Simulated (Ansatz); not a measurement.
# Geometry relaxation of Zn3H5Se3 (part 1 of 5)

Zn3H5Se3 (22 atoms in the cell), computed with DFT PBE, scalar-relativistic, plane waves, PAW (Ansatz 0.2.0).

The structure derives from an entry of the Crystallography Open Database. The run did not end well. It belongs to a series of runs on one base structure; here: wire along [1 1 0], 12 atoms a period, capped with H.

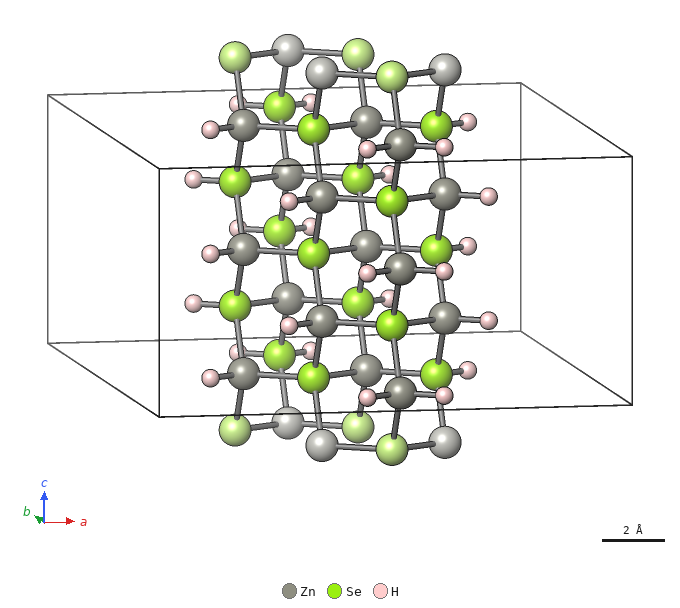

Figure 1. The input geometry (ball-and-stick view of the 2 repeat of the cell, with the vacuum cut short, seen slightly off an axis; neighbours outside the cell are drawn fainter). An atom can appear more than once, as a periodic image.

**Input file**
```yaml
crystal:
  lattice:
    - [17.6, 0.0, 0.0]
    - [0.0, 21.1, 0.0]
    - [0.0, 0.0, 4.05302313]
  atoms:
    - { symbol: Zn, position: [0.5575713513, 0.5350509026, 0.0] }
    - { symbol: Zn, position: [0.5575713513, 0.2633997046, 0.0] }
    - { symbol: Se, position: [0.5575713513, 0.6029637022, 0.5] }
    - { symbol: Se, position: [0.5575713513, 0.3313125041, 0.5] }
    - { symbol: Zn, position: [0.4424286487, 0.6708765017, 0.5] }
    - { symbol: Zn, position: [0.4424286487, 0.3992253036, 0.5] }
    - { symbol: Se, position: [0.6727140538, 0.4671381031, 0.0] }
    - { symbol: Zn, position: [0.6727140538, 0.3992253036, 0.5] }
    - { symbol: Se, position: [0.4424286487, 0.7387893012, 0.0] }
    - { symbol: Se, position: [0.4424286487, 0.4671381031, 0.0] }
    - { symbol: Zn, position: [0.3272859462, 0.5350509026, 0.0] }
    - { symbol: Se, position: [0.3272859462, 0.6029637022, 0.5] }
    - { symbol: H, position: [0.6294787206, 0.220987718, 0.0] }
    - { symbol: H, position: [0.4856639819, 0.220987718, 0.0] }
    - { symbol: H, position: [0.6257673725, 0.643186683, 0.5] }
    - { symbol: H, position: [0.3705212794, 0.356813317, 0.5] }
    - { symbol: H, position: [0.7409100751, 0.507361084, 0.0] }
    - { symbol: H, position: [0.7446214232, 0.356813317, 0.5] }
    - { symbol: H, position: [0.51062467, 0.779012282, 0.0] }
    - { symbol: H, position: [0.3742326275, 0.779012282, 0.0] }
    - { symbol: H, position: [0.2553785768, 0.492638916, 0.0] }
    - { symbol: H, position: [0.2590899249, 0.643186683, 0.5] }
basis:
  ecutwfc: 420
kpoints:
  mp_grid: { grid: [1, 1, 8] }
hamiltonian:
  xc: pbe
scf:
  occupations: { method: gaussian, width: 0.05 }
output:
  forces: true
  stress: true
  eigenvalues: true
  populations: true
  write_density: true
  write_potential: true
  elf: true
  volumetric_format: npy
relax:
  adjacent_minimum: "off"
  f_tol: 0.02
  max_steps: 45
  cell: { fix: [a, b, alpha, beta, gamma], stress_tol: 0.03 }
```

Command:
```bash
ansatz run input.yaml --threads 4 --pin off --max-ram 11264MiB --backend cpu --events-out ev --progress --plain --runs-dir out
```

**Output**
```
Engine: ansatz 0.2.0, aarch64-unknown-linux-gnu
Pseudopotentials: kind: paw
Pseudopotential: Zn, paw, valence charge 12, recommended cutoff 420 eV (normal), Zn.paw.azcp
Pseudopotential: Se, paw, valence charge 16, recommended cutoff 420 eV (normal), Se.paw.azcp
Pseudopotential: H, paw, valence charge 1, recommended cutoff 420 eV (normal), H.paw.azcp
Functional definition: PBE
  parameter kappa = 0.804
  parameter beta = 0.06672455060314922
  exchange = pbe_x(kappa = kappa, mu = beta*pi^2/3)
  correlation = pbe_c(beta = beta)
Crystal: 22 atoms, lattice volume = 1505.131 Å³
Basis set: ecut = 420 eV, 29413 PW (Γ), exchange–correlation on 240×288×60 points (8 copies of the dense FFT grid, shifted against one another)
Bands: 111, of which v1, the nominal top of the filled ones, is band 89 counted from 1 (88 counted from 0)
Symmetry: 2 space group operations
Space group: Pm (ITA 6), of the structure as read, at distance tolerance 1.1e-4 Å
k-points: 5 of 8
Non-local potential: Zn, projectors of the file, l = 0: 2, l = 1: 2, l = 2: 3, l = 3: 1
Non-local potential: Se, projectors of the file, l = 0: 2, l = 1: 2, l = 2: 3, l = 3: 1
Non-local potential: H, projectors of the file, l = 0: 2, l = 1: 1
PAW form: soft (Blöchl's): semilocal exchange-correlation on the pseudo side does not see the compensation charge
PAW one-centre angular grid: Zn, 590 points (default); XC on 64 Gauss nodes
PAW one-centre angular grid: Se, 590 points (default); XC on 64 Gauss nodes
PAW one-centre angular grid: H, 110 points (default); XC on 64 Gauss nodes
Initial density: superposition of atomic densities (neutral atoms: chi_scale 0, normalization atom), corrected by the library's trained network
Initial wavefunctions: pseudopotential atomic-orbital guess
Functional: x = pbe(κ = 0.804, μ = 0.2195149727645171), c = pbe(β = 0.06672455060314922)
SCF iter   1: F=—  HF=-52886.055669 eV  |F-HF|=—  |Δ(HF+E_count)|=         —  Δρ=6.81e-3  dr2=1.10e1  ethr=1.77e-3  ⟨swp⟩=8.2  Hψ=2586  notcnv=0  defer=27
preconditioner: auto → Resta (q_TF=auto, 1.911 Å⁻¹)  ε∞=2.0  [insulator: Δε(μ)=1.491 eV  Ē_g=10.253 eV  σ=0.050 eV  W_gap=1.00  n_scr=184 (ndim 8)  ℏωp=10.4 eV  f_vac=0.719  D(μ)=0.00/eV (n_scr^D=0)  ε∞_Penn≈2.0  vacuum switching on, ρ_ref=7.6e-3 e/Å³]
SCF iter   2: F=—  HF=-52901.823567 eV  |F-HF|=—  |Δ(HF+E_count)|=    1.58e1  Δρ=4.12e-2  dr2=4.30e2  ethr=1.77e-3  ⟨swp⟩=4.2  Hψ=977  notcnv=0  defer=70  recentre
preconditioner: auto → LDOS  [insulator: Δε(μ)=0.088 eV  Ē_g=9.187 eV  σ=0.050 eV  W_gap=0.54  n_scr=184 (ndim 8)  ℏωp=10.3 eV  f_vac=0.722  D(μ)=8.23/eV (n_scr^D=30)  ε∞_Penn≈2.3  β→1.0]
SCF iter   3: F=—  HF=-52885.383428 eV  |F-HF|=—  |Δ(HF+E_count)|=    1.64e1  Δρ=5.85e-3  dr2=8.77e0  ethr=1.77e-3  ⟨swp⟩=3.2  Hψ=858  notcnv=0  defer=71
SCF iter   4: F=—  HF=-52884.425682 eV  |F-HF|=—  |Δ(HF+E_count)|=   9.58e-1  Δρ=3.26e-3  dr2=3.08e0  ethr=1.77e-3  ⟨swp⟩=2.2  Hψ=681  notcnv=0  defer=80
SCF iter   5: F=—  HF=-52884.320149 eV  |F-HF|=—  |Δ(HF+E_count)|=   1.06e-1  Δρ=4.16e-3  dr2=8.55e-1  ethr=1.73e-3  ⟨swp⟩=1.8  Hψ=645  notcnv=0  defer=77
SCF iter   6: F=—  HF=-52884.454636 eV  |F-HF|=—  |Δ(HF+E_count)|=   1.34e-1  Δρ=4.58e-3  dr2=5.29e0  ethr=4.81e-4  ⟨swp⟩=2.0  Hψ=537  notcnv=0  defer=77  recentre
SCF iter   7: F=—  HF=-52884.313732 eV  |F-HF|=—  |Δ(HF+E_count)|=   1.41e-1  Δρ=5.71e-3  dr2=2.49e0  ethr=4.81e-4  ⟨swp⟩=2.2  Hψ=678  notcnv=0  defer=74
SCF iter   8: F=—  HF=-52884.288161 eV  |F-HF|=—  |Δ(HF+E_count)|=   2.56e-2  Δρ=5.19e-3  dr2=2.47e0  ethr=4.81e-4  ⟨swp⟩=2.0  Hψ=486  notcnv=0  defer=74
SCF iter   9: F=—  HF=-52884.210014 eV  |F-HF|=—  |Δ(HF+E_count)|=   7.81e-2  Δρ=1.32e-3  dr2=7.15e-2  ethr=4.81e-4  ⟨swp⟩=1.8  Hψ=491  notcnv=0  defer=74
SCF iter  10: F=—  HF=-52884.202402 eV  |F-HF|=—  |Δ(HF+E_count)|=   7.61e-3  Δρ=9.70e-4  dr2=4.76e-2  ethr=4.02e-5  ⟨swp⟩=2.2  Hψ=675  notcnv=0  defer=73
SCF iter  11: F=—  HF=-52884.203018 eV  |F-HF|=—  |Δ(HF+E_count)|=   6.16e-4  Δρ=8.55e-4  dr2=1.06e-1  ethr=2.68e-5  ⟨swp⟩=2.0  Hψ=782  notcnv=0  defer=73
SCF iter  12: F=—  HF=-52884.200579 eV  |F-HF|=—  |Δ(HF+E_count)|=   2.44e-3  Δρ=6.24e-4  dr2=5.42e-2  ethr=2.68e-5  ⟨swp⟩=1.0  Hψ=482  notcnv=0  defer=73
SCF iter  13: F=—  HF=-52884.198157 eV  |F-HF|=—  |Δ(HF+E_count)|=   2.42e-3  Δρ=4.10e-4  dr2=1.76e-2  ethr=2.68e-5  ⟨swp⟩=1.0  Hψ=482  notcnv=0  defer=73
SCF iter  14: F=—  HF=-52884.196738 eV  |F-HF|=—  |Δ(HF+E_count)|=   1.42e-3  Δρ=2.48e-4  dr2=2.88e-3  ethr=9.90e-6  ⟨swp⟩=1.0  Hψ=542  notcnv=0  defer=73
SCF iter  15: F=—  HF=-52884.196863 eV  |F-HF|=—  |Δ(HF+E_count)|=   1.25e-4  Δρ=3.10e-4  dr2=9.91e-3  ethr=1.62e-6  ⟨swp⟩=2.0  Hψ=675  notcnv=0  defer=73  recentre
SCF iter  16: F=—  HF=-52884.196844 eV  |F-HF|=—  |Δ(HF+E_count)|=   1.91e-5  Δρ=2.88e-4  dr2=8.77e-3  ethr=1.62e-6  ⟨swp⟩=1.0  Hψ=482  notcnv=0  defer=73
SCF iter  17: F=—  HF=-52884.196926 eV  |F-HF|=—  |Δ(HF+E_count)|=   8.19e-5  Δρ=2.40e-4  dr2=5.97e-3  ethr=1.62e-6  ⟨swp⟩=2.0  Hψ=629  notcnv=0  defer=73
SCF iter  18: F=—  HF=-52884.196610 eV  |F-HF|=—  |Δ(HF+E_count)|=   3.16e-4  Δρ=1.32e-4  dr2=8.82e-4  ethr=1.62e-6  ⟨swp⟩=1.2  Hψ=483  notcnv=0  defer=73
SCF iter  19: F=—  HF=-52884.196685 eV  |F-HF|=—  |Δ(HF+E_count)|=   7.58e-5  Δρ=1.72e-4  dr2=3.01e-3  ethr=4.95e-7  ⟨swp⟩=2.0  Hψ=713  notcnv=0  defer=73  recentre
SCF iter  20: F=—  HF=-52884.196607 eV  |F-HF|=—  |Δ(HF+E_count)|=   7.85e-5  Δρ=1.01e-4  dr2=9.00e-4  ethr=4.95e-7  ⟨swp⟩=2.0  Hψ=508  notcnv=0  defer=73
SCF iter  21: F=—  HF=-52884.196581 eV  |F-HF|=—  |Δ(HF+E_count)|=   2.56e-5  Δρ=5.38e-5  dr2=1.35e-4  ethr=4.95e-7  ⟨swp⟩=1.0  Hψ=482  notcnv=0  defer=73
SCF iter  22: F=—  HF=-52884.196578 eV  |F-HF|=—  |Δ(HF+E_count)|=   2.80e-6  Δρ=3.81e-5  dr2=5.04e-5  ethr=7.58e-8  ⟨swp⟩=2.0  Hψ=645  notcnv=0  defer=73
SCF iter  23: F=—  HF=-52884.196714 eV  |F-HF|=—  |Δ(HF+E_count)|=   1.35e-4  Δρ=1.86e-5  dr2=2.40e-5  ethr=2.83e-8  ⟨swp⟩=2.0  Hψ=664  notcnv=0  defer=73
SCF iter  24: F=—  HF=-52884.196713 eV  |F-HF|=—  |Δ(HF+E_count)|=   7.60e-7  Δρ=9.97e-6  dr2=1.14e-5  ethr=1.35e-8  ⟨swp⟩=2.0  Hψ=521  notcnv=0  defer=73
SCF iter  25: F=—  HF=-52884.196714 eV  |F-HF|=—  |Δ(HF+E_count)|=   8.40e-7  Δρ=6.35e-6  dr2=1.41e-6  ethr=6.43e-9  ⟨swp⟩=1.8  Hψ=490  notcnv=0  defer=73
SCF iter  26: F=—  HF=-52884.196715 eV  |F-HF|=—  |Δ(HF+E_count)|=   5.98e-7  Δρ=4.72e-6  dr2=3.96e-7  ethr=7.95e-10  ⟨swp⟩=2.0  Hψ=627  notcnv=0  defer=73
SCF iter  27: F=—  HF=-52884.196715 eV  |F-HF|=—  |Δ(HF+E_count)|=   7.95e-8  Δρ=3.31e-6  dr2=1.79e-7  ethr=2.23e-10  ⟨swp⟩=2.0  Hψ=694  notcnv=0  defer=73
SCF iter  28: F=—  HF=-52884.196715 eV  |F-HF|=—  |Δ(HF+E_count)|=   2.04e-7  Δρ=2.81e-6  dr2=1.28e-7  ethr=5.62e-11  ⟨swp⟩=22.2  Hψ=4584  notcnv=0
SCF iter  29: F=—  HF=-52884.196715 eV  |F-HF|=—  |Δ(HF+E_count)|=   2.61e-7  Δρ=2.95e-6  dr2=1.18e-7  ethr=5.62e-11  ⟨swp⟩=12.2  Hψ=3513  notcnv=0
SCF iter  30: F=-52884.196715 eV  HF=-52884.196715 eV  |F-HF|=1.13e-7  |Δ(HF+E_count)|=   1.20e-7  Δρ=1.38e-6  dr2=3.73e-8  ethr=5.62e-11  ⟨swp⟩=8.8  Hψ=3549  notcnv=0
SCF 1 converged in 30 iterations: F = -52884.196715 eV  dr2 = 3.73e-8
  greatest PAW one-centre occupation: 1.000 electrons in one spin orbital (limit 2), on the Se atom at site 8 (counted from 0), in its partial waves of l = 2
relax step   1: F+E_penalty+E_count = -52884.19671530 eV  Δ(F+E_penalty+E_count) = +0.000e0 eV  max|allowed force component| = 1.445e0 eV/Å  Δτ_max = 0.0000 Å  P = +0.802 GPa  Ω = 1505.131 Å³  fix = [a, b, alpha, beta, gamma]  reactions: a +0.431, b +0.725 GPa; gamma +0.140 GPa/rad  (30 SCF iters, dr2 threshold 1.00e-7 eV, accepted)
Crystal: 22 atoms, lattice volume = 1527.226 Å³
Basis set: ecut = 420 eV, 29829 PW (Γ), exchange–correlation on 240×288×60 points (8 copies of the dense FFT grid, shifted against one another)
Initial density: handed on by an earlier stage of this run
Initial wavefunctions: those handed on with the density
iter 1 solved again at ethr=1.41e-3 eV; its pass at ethr=3.10e-3 eV (dr2=2.51e0 eV) is discarded
SCF iter   1: F=—  HF=-52885.334139 eV  |F-HF|=—  |Δ(HF+E_count)|=         —  Δρ=7.07e-3  dr2=2.51e0  ethr=1.41e-3  ⟨swp⟩=3.6  Hψ=2601  notcnv=0
preconditioner: auto → LDOS  [insulator: Δε(μ)=0.052 eV  Ē_g=9.664 eV  σ=0.050 eV  W_gap=0.54  n_scr=184 (ndim 8)  ℏωp=10.3 eV  f_vac=0.721  D(μ)=15.39/eV (n_scr^D=50)  ε∞_Penn≈2.1  β→1.0]
SCF iter   2: F=—  HF=-52885.236035 eV  |F-HF|=—  |Δ(HF+E_count)|=   9.81e-2  Δρ=2.99e-3  dr2=2.71e-1  ethr=1.41e-3  ⟨swp⟩=3.4  Hψ=917  notcnv=0
SCF iter   3: F=—  HF=-52885.238809 eV  |F-HF|=—  |Δ(HF+E_count)|=   2.77e-3  Δρ=3.65e-3  dr2=1.41e0  ethr=1.52e-4  ⟨swp⟩=3.0  Hψ=968  notcnv=0  defer=75  recentre
SCF iter   4: F=—  HF=-52885.170905 eV  |F-HF|=—  |Δ(HF+E_count)|=   6.79e-2  Δρ=8.70e-4  dr2=3.17e-2  ethr=1.52e-4  ⟨swp⟩=3.0  Hψ=881  notcnv=0  defer=83
SCF iter   5: F=—  HF=-52885.174403 eV  |F-HF|=—  |Δ(HF+E_count)|=   3.50e-3  Δρ=7.87e-4  dr2=3.94e-2  ethr=1.78e-5  ⟨swp⟩=2.0  Hψ=762  notcnv=0  defer=83
SCF iter   6: F=—  HF=-52885.171229 eV  |F-HF|=—  |Δ(HF+E_count)|=   3.17e-3  Δρ=6.01e-4  dr2=2.17e-2  ethr=1.78e-5  ⟨swp⟩=2.0  Hψ=600  notcnv=0  defer=83
SCF iter   7: F=—  HF=-52885.170907 eV  |F-HF|=—  |Δ(HF+E_count)|=   3.21e-4  Δρ=5.26e-4  dr2=1.90e-2  ethr=1.22e-5  ⟨swp⟩=1.0  Hψ=502  notcnv=0  defer=83
SCF iter   8: F=—  HF=-52885.170259 eV  |F-HF|=—  |Δ(HF+E_count)|=   6.49e-4  Δρ=4.76e-4  dr2=1.56e-2  ethr=1.07e-5  ⟨swp⟩=1.0  Hψ=472  notcnv=0  defer=83
SCF iter   9: F=—  HF=-52885.169264 eV  |F-HF|=—  |Δ(HF+E_count)|=   9.95e-4  Δρ=3.87e-4  dr2=1.12e-2  ethr=8.77e-6  ⟨swp⟩=1.0  Hψ=540  notcnv=0  defer=83
SCF iter  10: F=—  HF=-52885.167998 eV  |F-HF|=—  |Δ(HF+E_count)|=   1.27e-3  Δρ=2.09e-4  dr2=1.57e-3  ethr=6.30e-6  ⟨swp⟩=2.0  Hψ=550  notcnv=0  defer=81
SCF iter  11: F=—  HF=-52885.168314 eV  |F-HF|=—  |Δ(HF+E_count)|=   3.16e-4  Δρ=2.05e-4  dr2=6.30e-3  ethr=8.81e-7  ⟨swp⟩=2.0  Hψ=669  notcnv=0  defer=81
SCF iter  12: F=—  HF=-52885.168180 eV  |F-HF|=—  |Δ(HF+E_count)|=   1.34e-4  Δρ=1.74e-4  dr2=1.33e-3  ethr=8.81e-7  ⟨swp⟩=2.0  Hψ=495  notcnv=0  defer=81
SCF iter  13: F=—  HF=-52885.168278 eV  |F-HF|=—  |Δ(HF+E_count)|=   9.79e-5  Δρ=1.65e-4  dr2=3.62e-3  ethr=7.48e-7  ⟨swp⟩=2.0  Hψ=509  notcnv=0  defer=81  recentre
SCF iter  14: F=—  HF=-52885.168246 eV  |F-HF|=—  |Δ(HF+E_count)|=   3.26e-5  Δρ=1.37e-4  dr2=2.47e-3  ethr=7.48e-7  ⟨swp⟩=2.0  Hψ=479  notcnv=0  defer=81
SCF iter  15: F=—  HF=-52885.168216 eV  |F-HF|=—  |Δ(HF+E_count)|=   2.95e-5  Δρ=9.64e-5  dr2=9.69e-4  ethr=7.48e-7  ⟨swp⟩=1.0  Hψ=474  notcnv=0  defer=81
SCF iter  16: F=—  HF=-52885.168211 eV  |F-HF|=—  |Δ(HF+E_count)|=   5.42e-6  Δρ=5.01e-5  dr2=5.44e-5  ethr=5.44e-7  ⟨swp⟩=1.0  Hψ=474  notcnv=0  defer=81
SCF iter  17: F=—  HF=-52885.168228 eV  |F-HF|=—  |Δ(HF+E_count)|=   1.75e-5  Δρ=4.05e-5  dr2=8.09e-5  ethr=3.06e-8  ⟨swp⟩=2.0  Hψ=710  notcnv=0  defer=81
SCF iter  18: F=—  HF=-52885.168234 eV  |F-HF|=—  |Δ(HF+E_count)|=   6.05e-6  Δρ=2.77e-5  dr2=3.88e-5  ethr=3.06e-8  ⟨swp⟩=2.0  Hψ=582  notcnv=0  defer=81
SCF iter  19: F=—  HF=-52885.168237 eV  |F-HF|=—  |Δ(HF+E_count)|=   3.16e-6  Δρ=1.71e-5  dr2=1.13e-5  ethr=2.18e-8  ⟨swp⟩=1.8  Hψ=491  notcnv=0  defer=81
SCF iter  20: F=—  HF=-52885.168240 eV  |F-HF|=—  |Δ(HF+E_count)|=   2.11e-6  Δρ=1.30e-5  dr2=5.04e-6  ethr=6.36e-9  ⟨swp⟩=2.0  Hψ=704  notcnv=0  defer=81
SCF iter  21: F=—  HF=-52885.168240 eV  |F-HF|=—  |Δ(HF+E_count)|=   7.48e-7  Δρ=8.87e-6  dr2=3.46e-6  ethr=2.83e-9  ⟨swp⟩=2.0  Hψ=689  notcnv=0  defer=81
SCF iter  22: F=-52885.168241 eV  HF=-52885.168241 eV  |F-HF|=1.35e-7  |Δ(HF+E_count)|=   4.28e-7  Δρ=6.05e-6  dr2=1.40e-6  ethr=1.24e-9  ⟨swp⟩=17.8  Hψ=4466  notcnv=0
SCF 2 converged in 22 iterations: F = -52885.168241 eV  dr2 = 1.40e-6
[... from here on the iterations of each SCF are left out, up to the last one ...]
relax step   2: F+E_penalty+E_count = -52885.16824064 eV  Δ(F+E_penalty+E_count) = -9.715e-1 eV  max|allowed force component| = 8.023e-1 eV/Å  Δτ_max = 0.1987 Å  P = +0.383 GPa  Ω = 1527.226 Å³  energy of the carried Pulay correction = -3.017e-3 eV  fix = [a, b, alpha, beta, gamma]  reactions: a +0.076, b +0.341 GPa; gamma +0.096 GPa/rad  (22 SCF iters, dr2 threshold 2.20e-6 eV, accepted)
[... from here on the SCF iterations and repeated set-up lines of each step are left out, up to the last step ...]
SCF 3 converged in 14 iterations: F = -52885.630548 eV  dr2 = 1.53e-6
relax step   3: F+E_penalty+E_count = -52885.63054762 eV  Δ(F+E_penalty+E_count) = -4.623e-1 eV  max|allowed force component| = 4.746e-1 eV/Å  Δτ_max = 0.1984 Å  P = +0.097 GPa  Ω = 1552.008 Å³  energy of the carried Pulay correction = -6.349e-3 eV  fix = [a, b, alpha, beta, gamma]  reactions: a -0.124, b +0.060 GPa; gamma +0.127 GPa/rad  (14 SCF iters, dr2 threshold 2.20e-6 eV, accepted)
SCF 4 converged in 18 iterations: F = -52885.823046 eV  dr2 = 5.97e-7
relax step   4: F+E_penalty+E_count = -52885.82304557 eV  Δ(F+E_penalty+E_count) = -1.925e-1 eV  max|allowed force component| = 4.967e-1 eV/Å  Δτ_max = 0.1943 Å  P = -0.010 GPa  Ω = 1570.616 Å³  energy of the carried Pulay correction = -8.815e-3 eV  fix = [a, b, alpha, beta, gamma]  reactions: a -0.126, b -0.052 GPa; gamma +0.062 GPa/rad  (18 SCF iters, dr2 threshold 2.20e-6 eV, accepted)
SCF 5 converged in 18 iterations: F = -52885.883032 eV  dr2 = 1.53e-6
relax step   5: F+E_penalty+E_count = -52885.88303219 eV  Δ(F+E_penalty+E_count) = -5.999e-2 eV  max|allowed force component| = 3.125e-1 eV/Å  Δτ_max = 0.1465 Å  P = -0.014 GPa  Ω = 1581.637 Å³  energy of the carried Pulay correction = -1.026e-2 eV  fix = [a, b, alpha, beta, gamma]  reactions: a -0.053, b -0.074 GPa; gamma -0.041 GPa/rad  (18 SCF iters, dr2 threshold 2.20e-6 eV, accepted)
SCF 6 converged in 19 iterations: F = -52885.904641 eV  dr2 = 6.04e-7
relax step   6: F+E_penalty+E_count = -52885.90464054 eV  Δ(F+E_penalty+E_count) = -2.161e-2 eV  max|allowed force component| = 1.484e-1 eV/Å  Δτ_max = 0.0908 Å  P = -0.007 GPa  Ω = 1589.358 Å³  energy of the carried Pulay correction = -1.127e-2 eV  fix = [a, b, alpha, beta, gamma]  reactions: a -0.011, b -0.076 GPa; gamma -0.023 GPa/rad  (19 SCF iters, dr2 threshold 2.20e-6 eV, accepted)
SCF 7 converged in 19 iterations: F = -52885.896736 eV  dr2 = 8.96e-7
relax step   7: F+E_penalty+E_count = -52885.89673581 eV  Δ(F+E_penalty+E_count) = +7.905e-3 eV  max|allowed force component| = 2.832e-1 eV/Å  Δτ_max = 0.0976 Å  P = +0.016 GPa  Ω = 1629.631 Å³  energy of the carried Pulay correction = -1.645e-2 eV  fix = [a, b, alpha, beta, gamma]  (19 SCF iters, dr2 threshold 1.38e-6 eV, rejected (line search))
SCF 8 converged in 32 iterations: F = -52885.917001 eV  dr2 = 5.39e-11
relax step   8: F+E_penalty+E_count = -52885.91700142 eV  Δ(F+E_penalty+E_count) = -1.236e-2 eV  max|allowed force component| = 4.848e-2 eV/Å  Δτ_max = 0.0520 Å  P = -0.014 GPa  Ω = 1603.807 Å³  energy of the carried Pulay correction = -1.314e-2 eV  fix = [a, b, alpha, beta, gamma]  reactions: a -0.007, b -0.074 GPa; gamma -0.021 GPa/rad  (32 SCF iters, accepted)
SCF 9 converged in 20 iterations: F = -52885.930155 eV  dr2 = 1.89e-8
relax step   9: F+E_penalty+E_count = -52885.93015527 eV  Δ(F+E_penalty+E_count) = -1.315e-2 eV  max|allowed force component| = 2.086e-1 eV/Å  Δτ_max = 0.0989 Å  P = -0.036 GPa  Ω = 1623.849 Å³  energy of the carried Pulay correction = -1.571e-2 eV  fix = [a, b, alpha, beta, gamma]  reactions: a -0.009, b -0.105 GPa; gamma -0.023 GPa/rad  (20 SCF iters, dr2 threshold 1.47e-7 eV, accepted)
SCF 10 converged in 14 iterations: F = -52885.969416 eV  dr2 = 6.40e-7
relax step  10: F+E_penalty+E_count = -52885.96941622 eV  Δ(F+E_penalty+E_count) = -3.926e-2 eV  max|allowed force component| = 4.656e-1 eV/Å  Δτ_max = 0.1443 Å  P = -0.075 GPa  Ω = 1641.610 Å³  energy of the carried Pulay correction = -1.796e-2 eV  fix = [a, b, alpha, beta, gamma]  reactions: a -0.052, b -0.147 GPa; gamma -0.018 GPa/rad  (14 SCF iters, dr2 threshold 2.20e-6 eV, accepted)
SCF 11 converged in 17 iterations: F = -52886.010324 eV  dr2 = 1.69e-6
relax step  11: F+E_penalty+E_count = -52886.01032371 eV  Δ(F+E_penalty+E_count) = -4.091e-2 eV  max|allowed force component| = 5.449e-1 eV/Å  Δτ_max = 0.1931 Å  P = -0.072 GPa  Ω = 1659.374 Å³  energy of the carried Pulay correction = -2.018e-2 eV  fix = [a, b, alpha, beta, gamma]  reactions: a -0.054, b -0.130 GPa; gamma +0.005 GPa/rad  (17 SCF iters, dr2 threshold 2.20e-6 eV, accepted)
SCF 12 converged in 16 iterations: F = -52885.957822 eV  dr2 = 9.40e-7
relax step  12: F+E_penalty+E_count = -52885.95782232 eV  Δ(F+E_penalty+E_count) = +5.250e-2 eV  max|allowed force component| = 1.583e0 eV/Å  Δτ_max = 0.1931 Å  P = +0.123 GPa  Ω = 1643.094 Å³  energy of the carried Pulay correction = -1.815e-2 eV  fix = [a, b, alpha, beta, gamma]  (16 SCF iters, dr2 threshold 2.20e-6 eV, rejected (line search))
SCF 13 converged in 26 iterations: F = -52886.049124 eV  dr2 = 4.12e-11
```
